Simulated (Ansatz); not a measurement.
System PtSe2 (space group P-3m1, No. 164); source of the atomic positions: a calculation's input that goes back to an entry of the Crystallography Open Database (an earlier step may have relaxed or displaced it).

```xyz
3
Lattice="3.7287 0.0000 0.0000 -1.8643 3.2291 0.0000 0.0000 0.0000 5.2770" Properties=species:S:1:pos:R:3 pbc="T T T"
Pt    0.0000    0.0000    0.0000
Se    0.0000    2.1527    1.2993
Se    1.8643    1.0764    3.9777
```

Bonds are taken as Pt–Se below 2.8 Å; no other contact counts. Atoms with one bond or none are removed and atoms with two bonds are replaced by edges, until no such atom is left.

What net does this leave?

The result is a binodal (3,6)-connected, two-periodic (layers) net: Se is a 3-connected node; Pt is a 6-connected node, in the ratio 2:1. It is the kgd net, known from the layers of CdI2 (1T type). The layers lie parallel to (001).

```tsv
node	links	point symbol	coordination sequence
Se	3	4³	3 12 9 24 15 36 21 48 27 60
Pt	6	4⁶·6⁶·8³	6 6 18 12 30 18 42 24 54 30
```

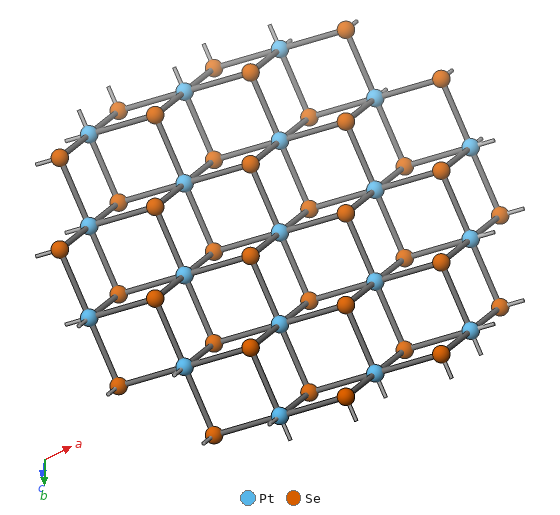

Nodes are coloured by topological kind. One layer is drawn. Edges to nodes outside the piece are drawn as stubs.
